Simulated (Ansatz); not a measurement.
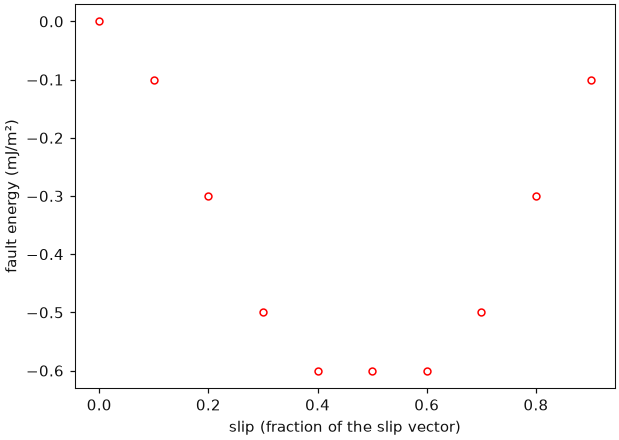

Plotted: fault energy against slip for C, space group Fmmm (No. 69).

Structure:
```xyz
8
Lattice="-1.2228 2.1167 0.0000 -1.2228 -2.1167 0.0000 0.0000 0.0000 13.4706" Properties=species:S:1:pos:R:3 pbc="T T T"
C    -1.2228    1.7641    1.6838
C    -1.2228    1.7641    8.4192
C    -1.2228   -0.3527   11.7868
C    -1.2228   -0.3527    5.0515
C    -1.2228   -1.7641   11.7868
C    -1.2228   -1.7641    5.0515
C    -1.2228    0.3527    1.6838
C    -1.2228    0.3527    8.4192
```

Computed with Ansatz 0.2.0: rigid slide of a crystal across a plane by tilting cell vector c, one fault a cell, unrelaxed, by plane-wave density functional theory with PAW datasets, free energies less that of the undisturbed cell; scalar-relativistic. Level: LDA, no spin polarisation.

- wave cutoff: 420 eV
- k mesh: 22×22×4
- occupations: Gaussian
- smearing width: 0.15 eV
- k shift: (0, 0, 0) (mesh steps)
- start: relaxed
- height of the cut: 0 (fraction of cell vector c)
- slip vector: (1, 0) (multiples of cell vectors a and b)

The points at slip 0.6, 0.7, 0.8 and 0.9 follow from computed ones by symmetry.

From this curve and the settings, what does the calculation give for the shear traction at the same points?

The shear traction goes from 0.00 GPa at slip 0.0 to 0.01 GPa at 0.9, not monotonically, with a low of −0.01 GPa at 0.1 and a high of 0.01 GPa at 0.8.

```json
{"slip (fraction of the slip vector)": "0.0", "shear traction (GPa)": "0.00"}
{"slip (fraction of the slip vector)": "0.1", "shear traction (GPa)": "-0.01"}
{"slip (fraction of the slip vector)": "0.2", "shear traction (GPa)": "-0.01"}
{"slip (fraction of the slip vector)": "0.3", "shear traction (GPa)": "0.00"}
{"slip (fraction of the slip vector)": "0.4", "shear traction (GPa)": "0.00"}
{"slip (fraction of the slip vector)": "0.5", "shear traction (GPa)": "0.00"}
{"slip (fraction of the slip vector)": "0.6", "shear traction (GPa)": "0.00"}
{"slip (fraction of the slip vector)": "0.7", "shear traction (GPa)": "0.00"}
{"slip (fraction of the slip vector)": "0.8", "shear traction (GPa)": "0.01"}
{"slip (fraction of the slip vector)": "0.9", "shear traction (GPa)": "0.01"}
```
